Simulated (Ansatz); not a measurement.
**Single-point calculation, with input and output: Al₁₅ZnO₂₄ (charge −1) (part 2 of 2)**

The same run, continued: Al₁₅ZnO₂₄ (defect cell, 40 atoms in the cell, total charge −1); DFT PBE, scalar-relativistic, plane waves, PAW, spin-polarised (Ansatz 0.2.0); cutoff 420 eV, 3×3×3 k-mesh, Gaussian smearing of 0.05 eV, collinear spins. The structure derives from a Materials Project entry.

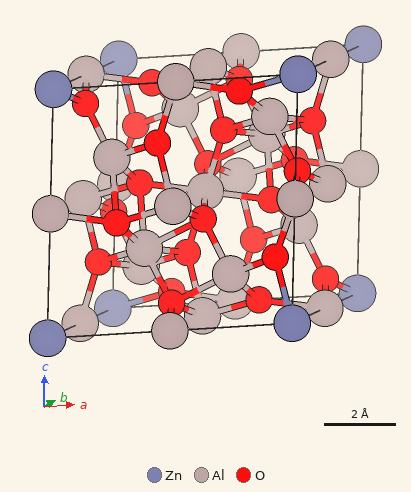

Figure 1. The input geometry (ball-and-stick view of the cell of the calculation, seen slightly off an axis). An atom can appear more than once, as a periodic image.

**Output, continued**
```
--- Forces (eV/Å), atoms counted from 1 ---
  atom   1  Zn    -0.00295605     0.00227508     0.00217851
  atom   2  Al     0.00036557    -0.00066125     0.00135489
  atom   3  Al    -0.00545481    -0.00329215    -0.00128550
  atom   4  Al     0.00171608     0.00044882    -0.00632592
  atom   5  Al    -0.00002520    -0.00485496     0.00324290
  atom   6  Al     0.00426101    -0.00121659     0.00203534
  atom   7  Al    -0.00070781     0.00741117    -0.00268578
  atom   8  Al    -0.01149362     0.00247195     0.00423947
  atom   9  Al     0.00034059     0.00494180     0.26246975
  atom  10  Al     0.07886684     0.83466973    -0.15251322
  atom  11  Al     0.68916738    -0.49122573    -0.15701251
  atom  12  Al    -0.75577091    -0.36242779    -0.17059823
  atom  13  Al     0.00286732    -0.00292444    -0.26853650
  atom  14  Al    -0.06894453    -0.83884651     0.13825727
  atom  15  Al    -0.68749325     0.48929633     0.15393794
  atom  16  Al     0.75111973     0.35911382     0.16683636
  atom  17  O     -0.11213277     0.12296270     0.07632198
  atom  18  O      0.24414471     0.65043220     0.40848315
  atom  19  O      0.28304078    -0.17515883    -0.20783302
  atom  20  O     -0.06414983    -0.29148260    -0.03051941
  atom  21  O     -0.15680126    -0.03923758    -0.07730018
  atom  22  O      0.21310651    -0.20499509     0.02310567
  atom  23  O     -0.44697704     0.53520291    -0.40857362
  atom  24  O      0.29366875     0.15795896     0.21376615
  atom  25  O      0.04823285     0.15581303    -0.07206964
  atom  26  O     -0.01119319    -0.32210643     0.20838238
  atom  27  O     -0.28942627    -0.08899407     0.02390715
  atom  28  O      0.69162341     0.12085000    -0.41016101
  atom  29  O     -0.04993949    -0.15481713     0.07414883
  atom  30  O      0.00801512     0.32119626    -0.20561991
  atom  31  O      0.28279281     0.08986119    -0.02025397
  atom  32  O     -0.67660481    -0.11022055     0.41000572
  atom  33  O      0.15981252     0.03450403     0.07540677
  atom  34  O     -0.21782412     0.20297473    -0.01922351
  atom  35  O      0.44003229    -0.53308652     0.40965845
  atom  36  O     -0.29108997    -0.15902874    -0.20712277
  atom  37  O      0.11127941    -0.12241622    -0.07181269
  atom  38  O     -0.24240998    -0.64983548    -0.40979871
  atom  39  O     -0.27737552     0.17604523     0.21070438
  atom  40  O      0.06432859     0.28841356     0.03078999
  max |Σ_I F_I| component: 1.49e-5 eV/Å
--- Band table (eV; the first three rows and the last of 28) ---
  k-point 0 ↑: bands = ["-12.1398", "-11.0505", "-10.9234", "-10.9227", "-10.7726", "-10.7710", "-10.6329", "-9.9669", "-9.9048", "-9.9040", "-9.8375", "-9.7554", "-9.7545", "-9.6003", "-9.5986", "-9.5735", "-9.4762", "-9.4746", "-9.1268", "-9.1233", "-9.0968", "-9.0194", "-8.9526", "-8.9484", "0.3839", "0.8632", "0.8642", "1.0334", "1.5426", "1.8076", "1.8326", "1.8330", "1.8907", "1.8919", "2.0062", "2.1985", "2.1986", "2.2948", "2.4491", "2.4499", "2.4996", "2.5497", "2.5502", "2.6750", "2.6762", "2.8915", "3.2285", "3.2301", "3.3809", "3.7547", "3.7555", "3.8227", "3.8879", "3.8884", "3.9977", "4.1024", "4.3196", "4.3205", "4.3990", "4.4459", "4.4463", "4.5718", "4.7597", "4.7604", "4.8709", "5.0077", "5.0080", "5.0190", "5.2840", "5.2848", "5.4069", "5.4361", "5.4363", "5.4628", "5.5548", "5.5572", "5.6755", "5.7265", "5.7279", "5.8404", "6.0912", "6.0926", "6.1893", "6.1918", "6.2088", "6.2094", "6.3035", "6.3292", "6.4391", "6.4406", "6.6242", "6.6536", "6.6546", "6.7222", "6.7240", "7.1107", "7.2016", "7.2282", "7.2307", "8.1482", "8.1526", "13.1421", "16.1449", "16.3092", "16.5417", "16.5657", "16.5684", "16.6114", "16.6129", "17.0051", "17.3324", "17.3336", "17.3562", "17.3570", "17.6347", "17.6703", "17.8269", "17.8300", "17.9574", "18.4346", "18.4359", "18.4620", "18.5397", "18.5417", "18.5784", "18.8011", "18.8019", "18.9615", "19.2269", "19.4869", "19.4883", "19.5314", "19.5902", "19.6019", "19.6030", "19.7634", "19.9384", "19.9400", "20.2125", "20.2137", "20.2183", "20.5368"]
  k-point 1 ↑: bands = ["-11.9907", "-11.5029", "-10.9391", "-10.9370", "-10.6618", "-10.6560", "-10.2277", "-10.1525", "-10.0671", "-9.9163", "-9.9119", "-9.7954", "-9.7068", "-9.6652", "-9.5626", "-9.5079", "-9.4505", "-9.4388", "-9.1690", "-9.1629", "-9.0725", "-8.9853", "-8.9194", "-8.9102", "0.5328", "0.8579", "1.0770", "1.1673", "1.4227", "1.4995", "1.6207", "1.6403", "1.8058", "1.8933", "1.9706", "2.0698", "2.1387", "2.2612", "2.3359", "2.4017", "2.4418", "2.4889", "2.6498", "2.8629", "2.9760", "3.0021", "3.0999", "3.2266", "3.4915", "3.6223", "3.6358", "3.8524", "3.8673", "4.0615", "4.1750", "4.2070", "4.2580", "4.3815", "4.4160", "4.5763", "4.6084", "4.6545", "4.7411", "4.8398", "4.9425", "5.0039", "5.0828", "5.1225", "5.1553", "5.2323", "5.3574", "5.3889", "5.4419", "5.5252", "5.5587", "5.6096", "5.7192", "5.7595", "5.8059", "5.8744", "5.9533", "5.9990", "6.0457", "6.1561", "6.2137", "6.2239", "6.3264", "6.3460", "6.3812", "6.4341", "6.4994", "6.5671", "6.6515", "6.7435", "6.8842", "6.9563", "7.0988", "7.1245", "7.2497", "8.1048", "8.1645", "13.8904", "15.3721", "16.4386", "16.4609", "16.6247", "16.6484", "16.7986", "16.9541", "17.0408", "17.0751", "17.1649", "17.2685", "17.3963", "17.4157", "17.5694", "17.6460", "17.8523", "18.0801", "18.2235", "18.2534", "18.3242", "18.3803", "18.5339", "18.6293", "18.7443", "18.7672", "18.9007", "19.1106", "19.3106", "19.4529", "19.4723", "19.7497", "19.8779", "19.9012", "19.9616", "20.1625", "20.2427", "20.3131", "20.4590", "20.5477", "20.5583"]
  k-point 2 ↑: bands = ["-11.9905", "-11.5036", "-10.9385", "-10.9369", "-10.6618", "-10.6559", "-10.2273", "-10.1528", "-10.0680", "-9.9166", "-9.9118", "-9.7940", "-9.7070", "-9.6663", "-9.5625", "-9.5064", "-9.4506", "-9.4393", "-9.1696", "-9.1637", "-9.0717", "-8.9854", "-8.9210", "-8.9084", "0.5331", "0.8575", "1.0761", "1.1681", "1.4224", "1.4992", "1.6197", "1.6406", "1.8063", "1.8941", "1.9705", "2.0706", "2.1393", "2.2607", "2.3357", "2.4017", "2.4414", "2.4885", "2.6509", "2.8632", "2.9761", "3.0025", "3.0997", "3.2253", "3.4925", "3.6223", "3.6354", "3.8528", "3.8674", "4.0605", "4.1742", "4.2068", "4.2575", "4.3813", "4.4163", "4.5764", "4.6086", "4.6544", "4.7417", "4.8401", "4.9426", "5.0028", "5.0833", "5.1228", "5.1553", "5.2317", "5.3581", "5.3892", "5.4419", "5.5253", "5.5588", "5.6090", "5.7198", "5.7596", "5.8055", "5.8728", "5.9536", "5.9996", "6.0451", "6.1568", "6.2148", "6.2234", "6.3250", "6.3461", "6.3818", "6.4353", "6.5001", "6.5668", "6.6515", "6.7425", "6.8835", "6.9573", "7.0987", "7.1253", "7.2487", "8.1084", "8.1609", "13.8904", "15.3721", "16.4382", "16.4615", "16.6240", "16.6490", "16.7999", "16.9534", "17.0405", "17.0743", "17.1647", "17.2692", "17.3966", "17.4158", "17.5700", "17.6456", "17.8518", "18.0796", "18.2246", "18.2534", "18.3247", "18.3804", "18.5339", "18.6297", "18.7439", "18.7664", "18.9002", "19.1098", "19.3112", "19.4515", "19.4713", "19.7501", "19.8784", "19.9012", "19.9618", "20.1611", "20.2425", "20.3137", "20.4604", "20.5476", "20.5591"]
  k-point 13 ↓: bands = ["-11.7087", "-11.5812", "-11.1672", "-11.1602", "-10.6668", "-10.5591", "-10.3831", "-10.1622", "-10.0110", "-9.9650", "-9.8101", "-9.7132", "-9.6487", "-9.6063", "-9.5918", "-9.5438", "-9.4050", "-9.3906", "-9.2669", "-9.0785", "-9.0393", "-8.9905", "-8.9372", "-8.8769", "0.6633", "0.8914", "1.0026", "1.0486", "1.0827", "1.1641", "1.2124", "1.7019", "1.8487", "1.9926", "2.1132", "2.1975", "2.2653", "2.3485", "2.3983", "2.4502", "2.5493", "2.6072", "2.7409", "2.8569", "3.0281", "3.0794", "3.1969", "3.2629", "3.4546", "3.4928", "3.6492", "3.7871", "4.0175", "4.0803", "4.1678", "4.2879", "4.3753", "4.4017", "4.4187", "4.4967", "4.5599", "4.6489", "4.7512", "4.7983", "4.8609", "4.9384", "5.0056", "5.1420", "5.1605", "5.2349", "5.3278", "5.3803", "5.4583", "5.4985", "5.5435", "5.5882", "5.6585", "5.7489", "5.8296", "5.8557", "5.9921", "6.0035", "6.0346", "6.0660", "6.1073", "6.2279", "6.2353", "6.3651", "6.3928", "6.4752", "6.5570", "6.5966", "6.7099", "6.7939", "6.8646", "7.0075", "7.0524", "7.1694", "7.2210", "8.1094", "8.1229", "15.0425", "15.5461", "15.8346", "16.0319", "16.0524", "16.5426", "16.6260", "16.7755", "16.8208", "16.9303", "17.0927", "17.1635", "17.2387", "17.4570", "17.7309", "17.8761", "18.0509", "18.2317", "18.3110", "18.3411", "18.4455", "18.5666", "18.7595", "18.9649", "19.0087", "19.0378", "19.0826", "19.1442", "19.2810", "19.3868", "19.4571", "19.5821", "19.6758", "19.8441", "19.9808", "20.1604", "20.1992", "20.2955", "20.3191", "20.5116", "20.6628"]
--- Löwdin populations: 40 sites ---
  site symbol       q [e]    m [muB]
     0     Zn     10.4310    -0.0000
     1     Al      1.7330     0.0000
     2     Al      1.7330     0.0000
     3     Al      1.7330     0.0000
     4     Al      1.7228     0.0000
     5     Al      1.7307     0.0000
     6     Al      1.7308     0.0000
     7     Al      1.7308     0.0000
     8     Al      1.7151     0.0000
     9     Al      1.7369     0.0000
    10     Al      1.7369     0.0000
    11     Al      1.7368     0.0000
    12     Al      1.7152     0.0000
    13     Al      1.7370     0.0000
    14     Al      1.7369     0.0000
    15     Al      1.7368     0.0000
    16      O      6.8087    -0.0000
    17      O      6.8913     0.0000
    18      O      6.8058    -0.0000
    19      O      6.8103    -0.0000
    20      O      6.8087    -0.0000
    21      O      6.8103    -0.0000
    22      O      6.8913     0.0000
    23      O      6.8058    -0.0000
    24      O      6.8087    -0.0000
    25      O      6.8058    -0.0000
    26      O      6.8103    -0.0000
    27      O      6.8914     0.0000
    28      O      6.8087    -0.0000
    29      O      6.8058    -0.0000
    30      O      6.8102    -0.0000
    31      O      6.8913     0.0000
    32      O      6.8087    -0.0000
    33      O      6.8103    -0.0000
    34      O      6.8914     0.0000
    35      O      6.8058    -0.0000
    36      O      6.8087    -0.0000
    37      O      6.8913     0.0000
    38      O      6.8058    -0.0000
    39      O      6.8102    -0.0000
  spilling = 0.008449 (of n_electrons = 202.000000)
--- Bader charges: 40 sites ---
  site symbol  charge [e]  shift [e]    m [muB]
     0     Zn      1.3112     0.0142     0.0000
     1     Al      2.5459     0.0018     0.0000
     2     Al      2.5459     0.0018     0.0000
     3     Al      2.5459     0.0018     0.0000
     4     Al      2.5570     0.0018     0.0000
     5     Al      2.5581     0.0018     0.0000
     6     Al      2.5581     0.0018     0.0000
     7     Al      2.5581     0.0018     0.0000
     8     Al      2.5320     0.0022     0.0000
     9     Al      2.5337     0.0021     0.0000
    10     Al      2.5337     0.0021     0.0000
    11     Al      2.5337     0.0021     0.0000
    12     Al      2.5320     0.0022     0.0000
    13     Al      2.5337     0.0021     0.0000
    14     Al      2.5337     0.0021     0.0000
    15     Al      2.5337     0.0021     0.0000
    16      O     -1.7073     0.0013     0.0000
    17      O     -1.6245     0.0013     0.0000
    18      O     -1.7040     0.0013     0.0000
    19      O     -1.7055     0.0013     0.0000
    20      O     -1.7073     0.0013     0.0000
    21      O     -1.7055     0.0013     0.0000
    22      O     -1.6243     0.0013     0.0000
    23      O     -1.7039     0.0013     0.0000
    24      O     -1.7072     0.0013     0.0000
    25      O     -1.7039     0.0013     0.0000
    26      O     -1.7055     0.0013     0.0000
    27      O     -1.6242     0.0013     0.0000
    28      O     -1.7073     0.0013     0.0000
    29      O     -1.7039     0.0013     0.0000
    30      O     -1.7055     0.0013     0.0000
    31      O     -1.6244     0.0013     0.0000
    32      O     -1.7073     0.0013     0.0000
    33      O     -1.7056     0.0013     0.0000
    34      O     -1.6244     0.0013     0.0000
    35      O     -1.7038     0.0013     0.0000
    36      O     -1.7073     0.0013     0.0000
    37      O     -1.6246     0.0013     0.0000
    38      O     -1.7039     0.0013     0.0000
    39      O     -1.7054     0.0013     0.0000
  estimated error of the sums over rays = 4.5e-4 e
```

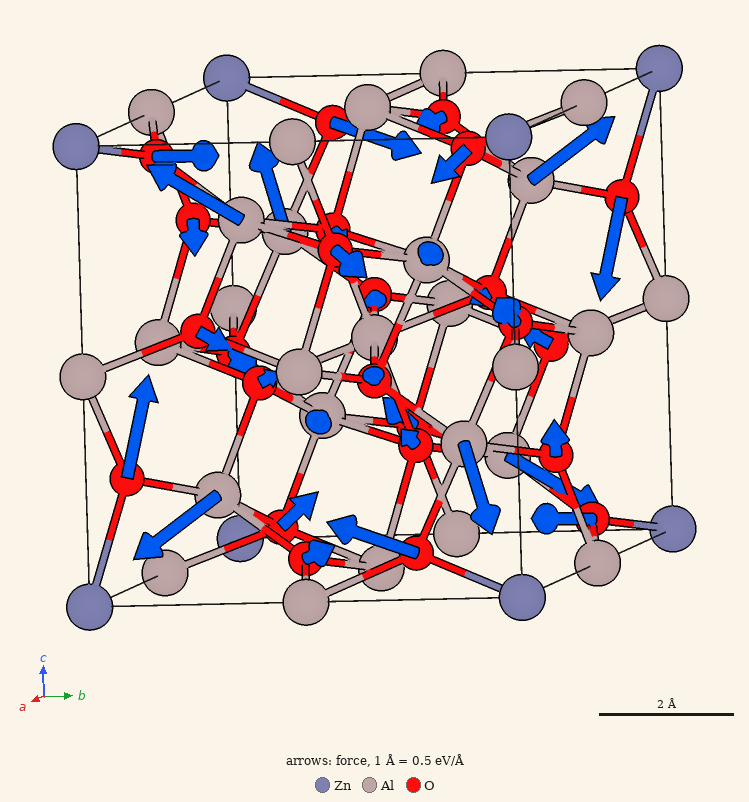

Figure 2. Forces on the atoms as blue arrows (ball-and-stick view of the cell of the calculation, seen slightly off an axis); the smallest are left out. The largest act on Al11, Al12, Al15 (0.86 eV/Å); Al10, Al14, Al16 (0.85 eV/Å); O23, O28 (0.81 eV/Å); O18, O38 (0.81 eV/Å), among others. Atoms are counted from 1 in the order of the input and aren't labelled in the picture. The geometry is not a stationary point of this energy.

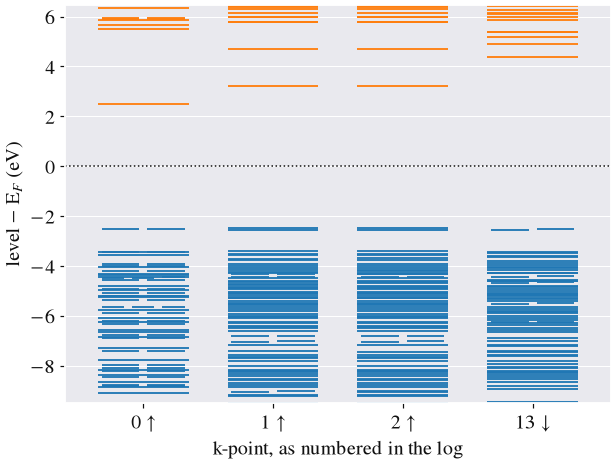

Figure 3. Kohn–Sham levels near the Fermi level (dotted) at the few k-points that the log prints; levels within 0.02 eV of each other stand side by side. Among these points the highest filled and lowest empty levels are 4.98 eV apart, which is the gap on the mesh.
